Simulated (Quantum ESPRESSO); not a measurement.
**Fields calculation, with input and output: MoSe (part 2 of 2)**

The same run, continued: MoSe (2 atoms in the cell); Kohn-Sham DFT of a periodic cell, BLYP, PseudoDojo 0.4 SR PBEsol stringent, no spin polarisation (Quantum ESPRESSO 7.5); cutoff 1414.99 eV, 8×8×8 k-mesh, methfessel-paxton of 0.1 eV. The structure was made by swapping elements on the sites of another compound; it need not be a known phase.

Geometry of the input (Å; fractional positions):
```
0.0000  2.8929  2.8929
2.8929  0.0000  2.8929
2.8929  2.8929  0.0000
Mo 0.0000  0.0000  0.0000
Se 0.5000  0.5000  0.5000
```

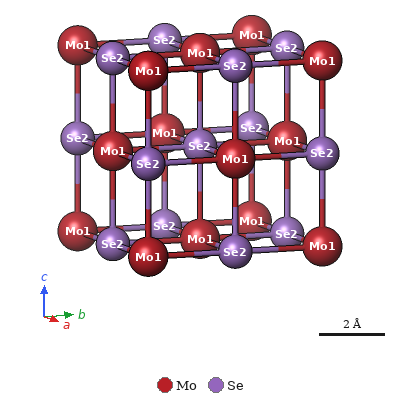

**Figure 1.** The structure (ball-and-stick view of the cell 4 times as large as that of the calculation, set on its symmetry axes, seen slightly off an axis; atoms are numbered from 1 in the order of the input). An atom can appear more than once, as a periodic image.

## The program's output, continued
```
  -196.4701-136.0048-136.0048-136.0048 -49.1628 -36.3344 -36.3344 -36.3299
   -36.3298 -36.3298 -23.2321 -23.2206 -23.2168  -1.5742   7.2888   8.4275
     8.6940  11.5974  11.7428  12.1118  12.7453  14.4226  16.1735  18.8065
    19.4134  19.5837  22.6550

          k = 0.0000-0.1768 0.1768 (  5869 PWs)   bands (ev):

  -196.4701-136.0048-136.0048-136.0048 -49.1633 -36.3344 -36.3343 -36.3299
   -36.3299 -36.3299 -23.2239 -23.2185 -23.2159  -1.8122   8.2374   8.9214
     9.3331  11.3103  11.5623  11.7690  11.8974  13.2653  15.1814  19.9198
    20.0488  21.1952  22.4073

          k = 0.3536 0.0000 0.0000 (  5862 PWs)   bands (ev):

  -196.4701-136.0048-136.0048-136.0048 -49.1629 -36.3344 -36.3343 -36.3300
   -36.3298 -36.3298 -23.2271 -23.2204 -23.2204  -1.6645   7.5173   9.3179
     9.3179  10.6345  11.5260  12.3239  12.3239  12.5469  16.7105  18.5832
    20.3999  21.0541  21.0541

          k = 0.4419 0.0884-0.0884 (  5843 PWs)   bands (ev):

  -196.4701-136.0048-136.0048-136.0048 -49.1626 -36.3344 -36.3343 -36.3300
   -36.3298 -36.3298 -23.2329 -23.2223 -23.2218  -1.5093   7.2465   8.7356
     8.9643  10.8057  11.9191  12.3838  12.5878  13.1823  15.9586  18.7156
    20.0788  20.9576  22.2201

          k =-0.1768-0.5303 0.5303 (  5837 PWs)   bands (ev):

  -196.4701-136.0048-136.0048-136.0048 -49.1623 -36.3343 -36.3343 -36.3299
   -36.3298 -36.3297 -23.2368 -23.2252 -23.2217  -1.3659   7.1108   8.0825
     8.5278  11.2771  12.2350  12.4104  13.2142  13.4058  15.8493  18.2415
    20.1450  20.5553  23.5769

          k =-0.0884-0.4419 0.4419 (  5851 PWs)   bands (ev):

  -196.4701-136.0048-136.0048-136.0048 -49.1623 -36.3344 -36.3343 -36.3299
   -36.3298 -36.3298 -23.2364 -23.2277 -23.2202  -1.3240   6.9842   7.9820
     8.2664  11.8289  12.0792  12.3091  12.9245  14.2106  16.3972  18.2367
    19.6272  19.9309  23.2323

          k = 0.0000-0.3536 0.3536 (  5845 PWs)   bands (ev):

  -196.4701-136.0048-136.0048-136.0048 -49.1625 -36.3344 -36.3343 -36.3298
   -36.3298 -36.3298 -23.2342 -23.2261 -23.2182  -1.4129   6.9946   8.2374
     8.3248  11.7996  12.0672  12.3770  12.3895  14.8515  16.6267  18.4752
    19.0780  19.3418  22.5631

          k = 0.5303 0.0000-0.0000 (  5842 PWs)   bands (ev):

  -196.4701-136.0048-136.0048-136.0048 -49.1623 -36.3343 -36.3343 -36.3300
   -36.3297 -36.3297 -23.2352 -23.2238 -23.2238  -1.4651   7.3010   9.1514
     9.1514  10.3401  11.6986  12.4790  12.4790  12.8686  14.6710  20.2821
    20.3197  21.9437  21.9437

          k =-0.0884-0.6187 0.6187 (  5844 PWs)   bands (ev):

  -196.4701-136.0048-136.0048-136.0048 -49.1622 -36.3343 -36.3343 -36.3300
   -36.3297 -36.3297 -23.2370 -23.2263 -23.2242  -1.3942   7.4365   8.5717
     8.9112  10.6415  12.1371  12.4435  12.4452  12.8967  14.4690  19.8477
    20.4894  22.2656  23.0544

          k =-0.0000-0.5303 0.5303 (  5844 PWs)   bands (ev):

  -196.4701-136.0048-136.0048-136.0048 -49.1621 -36.3343 -36.3343 -36.3299
   -36.3297 -36.3297 -23.2347 -23.2307 -23.2227  -1.3358   7.6785   7.6834
     8.5325  11.2237  12.2588  12.4826  12.6454  13.1298  15.4995  19.1996
    19.9152  21.5422  23.2279

          k =-0.7071 0.0000 0.0000 (  5874 PWs)   bands (ev):

  -196.4701-136.0048-136.0048-136.0048 -49.1621 -36.3342 -36.3342 -36.3300
   -36.3297 -36.3297 -23.2385 -23.2253 -23.2253  -1.4054   7.4723   9.1255
     9.1255  10.2256  11.7728  12.4330  12.4330  12.7347  13.8435  20.2568
    20.9957  23.1856  23.1856

          k = 0.3536 0.1768-0.0000 (  5862 PWs)   bands (ev):

  -196.4701-136.0048-136.0048-136.0048 -49.1628 -36.3344 -36.3343 -36.3299
   -36.3298 -36.3298 -23.2306 -23.2221 -23.2184  -1.5772   7.3435   8.6193
     8.8643  11.2102  11.8436  12.2988  12.3050  13.7620  16.9200  17.9442
    19.5099  20.6912  22.0699

          k =-0.2652-0.4419 0.6187 (  5849 PWs)   bands (ev):

  -196.4701-136.0048-136.0048-136.0048 -49.1624 -36.3344 -36.3343 -36.3299
   -36.3298 -36.3298 -23.2358 -23.2245 -23.2197  -1.3989   6.9964   8.2087
     8.4097  11.5390  12.1138  12.3457  12.8327  14.1963  16.9615  17.4385
    19.4313  20.3315  22.8658

          k =-0.1768-0.3536 0.5303 (  5856 PWs)   bands (ev):

  -196.4701-136.0048-136.0048-136.0048 -49.1623 -36.3344 -36.3343 -36.3298
   -36.3298 -36.3297 -23.2381 -23.2250 -23.2206  -1.3216   6.8709   8.0343
     8.2376  11.8785  12.0004  12.3646  13.4081  13.8725  16.9381  17.4615
    19.6583  19.9253  23.3803

          k =-0.1768-0.5303 0.7071 (  5850 PWs)   bands (ev):

  -196.4701-136.0048-136.0048-136.0048 -49.1623 -36.3343 -36.3343 -36.3299
   -36.3297 -36.3297 -23.2352 -23.2257 -23.2229  -1.4090   7.2756   8.5018
     8.6198  11.0356  12.0782  12.4184  12.4740  13.3630  15.4303  19.1709
    19.6941  21.7379  22.6144

          k =-0.0884-0.4419 0.6187 (  5843 PWs)   bands (ev):

  -196.4701-136.0048-136.0048-136.0048 -49.1622 -36.3343 -36.3343 -36.3299
   -36.3298 -36.3297 -23.2350 -23.2291 -23.2234  -1.3340   7.4361   7.9642
     8.3469  11.4723  12.1510  12.4210  12.7280  12.9988  16.2906  18.7621
    19.7921  20.6395  23.4445

          k = 0.0000-0.3536 0.5303 (  5850 PWs)   bands (ev):

  -196.4701-136.0048-136.0048-136.0048 -49.1622 -36.3344 -36.3343 -36.3298
   -36.3298 -36.3297 -23.2340 -23.2302 -23.2218  -1.3292   7.2242   8.0216
     8.2203  11.8945  11.9272  12.4573  12.4748  13.6448  17.2000  17.9283
    19.3789  20.4031  23.1682

          k =-0.7071 0.1768 0.0000 (  5846 PWs)   bands (ev):

  -196.4701-136.0048-136.0048-136.0048 -49.1621 -36.3343 -36.3342 -36.3300
   -36.3297 -36.3297 -23.2366 -23.2272 -23.2253  -1.3638   7.5801   8.3892
     8.5528  10.9760  12.2125  12.3555  12.4337  12.7297  14.9794  19.8239
    20.3437  21.5116  23.8271

          k =-0.7071 0.3536 0.0000 (  5836 PWs)   bands (ev):

  -196.4701-136.0048-136.0048-136.0048 -49.1621 -36.3343 -36.3342 -36.3298
   -36.3298 -36.3297 -23.2319 -23.2319 -23.2253  -1.3210   7.8754   7.9309
     7.9309  11.9113  11.9113  12.4345  12.4826  12.5987  17.1412  19.0202
    19.6149  19.6149  24.5494

     the Fermi energy is    12.1402 ev

!    total energy              =    -816.77137614 Ry
     estimated scf accuracy    <          6.6E-11 Ry
     smearing contrib. (-TS)   =      -0.00033475 Ry
     internal energy E=F+TS    =    -816.77104140 Ry

     The total energy is F=E-TS. E is the sum of the following terms:
     one-electron contribution =    -658.26037734 Ry
     hartree contribution      =     309.75694062 Ry
     xc contribution           =     -77.55886261 Ry
     ewald contribution        =    -390.70874207 Ry

     convergence has been achieved in  10 iterations

     Forces acting on atoms (cartesian axes, Ry/au):

     atom    1 type  1   force =    -0.00000000   -0.00000000    0.00000000
     atom    2 type  2   force =     0.00000000   -0.00000000    0.00000000

     Total force =     0.000000     Total SCF correction =     0.000000

     Computing stress (Cartesian axis) and pressure

          total   stress  (Ry/bohr**3)                   (kbar)     P=     -151.70
  -0.00103125   0.00000000   0.00000000         -151.70        0.00        0.00
   0.00000000  -0.00103125   0.00000000            0.00     -151.70        0.00
   0.00000000   0.00000000  -0.00103125            0.00        0.00     -151.70

=------------------------------------------------------------------------------=
   JOB DONE.
=------------------------------------------------------------------------------=
```

## File pp_potential.out
```
This program is part of the open-source Quantum ESPRESSO suite
     for quantum simulation of materials; please cite
         "P. Giannozzi et al., J. Phys.:Condens. Matter 21 395502 (2009);
         "P. Giannozzi et al., J. Phys.:Condens. Matter 29 465901 (2017);
         "P. Giannozzi et al., J. Chem. Phys. 152 154105 (2020);
          URL
     in publications or presentations arising from this work. More details at

     ./tmp/pwscf.save/

     IMPORTANT: XC functional enforced from input :
     Exchange-correlation= BLYP
                           (   1   3   1   3   0   0   0)
     Any further DFT definition will be discarded
     Please, verify this is what you really want

     G-vector sticks info
     --------------------
     sticks:   dense  smooth     PW     G-vecs:    dense   smooth      PW
     Sum        1723    1723    499                47039    47039    7239

     Using Slab Decomposition

     Check: negative core charge=   -0.000019

     Calling punch_plot, plot_num =  11
     Writing data to file  potential.dat
     Reading data from file  potential.dat

     Writing data to be plotted to file potential.cube
     Plot Type: 3D                     Output format: Gaussian cube

=------------------------------------------------------------------------------=
   JOB DONE.
=------------------------------------------------------------------------------=
```

## File pp_elf.out
```
This program is part of the open-source Quantum ESPRESSO suite
     for quantum simulation of materials; please cite
         "P. Giannozzi et al., J. Phys.:Condens. Matter 21 395502 (2009);
         "P. Giannozzi et al., J. Phys.:Condens. Matter 29 465901 (2017);
         "P. Giannozzi et al., J. Chem. Phys. 152 154105 (2020);
          URL
     in publications or presentations arising from this work. More details at

     ./tmp/pwscf.save/

     IMPORTANT: XC functional enforced from input :
     Exchange-correlation= BLYP
                           (   1   3   1   3   0   0   0)
     Any further DFT definition will be discarded
     Please, verify this is what you really want

     G-vector sticks info
     --------------------
     sticks:   dense  smooth     PW     G-vecs:    dense   smooth      PW
     Sum        1723    1723    499                47039    47039    7239

     Using Slab Decomposition

     Check: negative core charge=   -0.000019

     Calling punch_plot, plot_num =   8
     Message from routine do_elf_kin:
     elf/kin + US not fully implemented
     Writing data to file  elf.dat
     Reading data from file  elf.dat

     Writing data to be plotted to file elf.cube
     Plot Type: 3D                     Output format: Gaussian cube

=------------------------------------------------------------------------------=
   JOB DONE.
=------------------------------------------------------------------------------=
```

## File pp_potential_ks.out
```
This program is part of the open-source Quantum ESPRESSO suite
     for quantum simulation of materials; please cite
         "P. Giannozzi et al., J. Phys.:Condens. Matter 21 395502 (2009);
         "P. Giannozzi et al., J. Phys.:Condens. Matter 29 465901 (2017);
         "P. Giannozzi et al., J. Chem. Phys. 152 154105 (2020);
          URL
     in publications or presentations arising from this work. More details at

     ./tmp/pwscf.save/

     IMPORTANT: XC functional enforced from input :
     Exchange-correlation= BLYP
                           (   1   3   1   3   0   0   0)
     Any further DFT definition will be discarded
     Please, verify this is what you really want

     G-vector sticks info
     --------------------
     sticks:   dense  smooth     PW     G-vecs:    dense   smooth      PW
     Sum        1723    1723    499                47039    47039    7239

     Using Slab Decomposition

     Check: negative core charge=   -0.000019

     Calling punch_plot, plot_num =   1
     Writing data to file  potential_ks.dat
     Reading data from file  potential_ks.dat

     Writing data to be plotted to file potential_ks.cube
     Plot Type: 3D                     Output format: Gaussian cube

=------------------------------------------------------------------------------=
   JOB DONE.
=------------------------------------------------------------------------------=
```

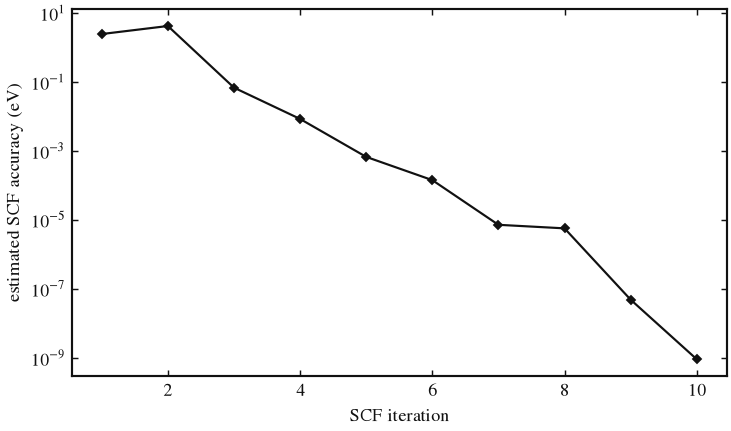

**Figure 2.** Convergence of the self-consistent field: estimated SCF accuracy against the iteration. The field takes 10 iterations in all.

## Results in brief

| quantity | value |
| --- | --- |
| outcome | converged |
| space group (tolerance 0.01 Å) | Fm-3m (225) |
| electrons treated | 38 |
| free energy | −11112.7407 eV |
| Fermi energy | 12.140 eV |
| gap on the k-point mesh | none (metallic) |
| pressure | −15.17 GPa |
| largest force (length of the vector) | under 0.001 eV/Å |
| hardware | 1 thread of Intel Xeon (Sapphire Rapids), 16 GiB of memory available, shared host |
| wall time | 60 s |
| peak memory | 0.16 GiB |

## Remarks

Further notes kept with the run: potentials made for another functional. Points of doubt noted for this run: potentials made for another functional. The cell is under a tension of 15.2 GPa at this level, so it is not at its equilibrium volume.
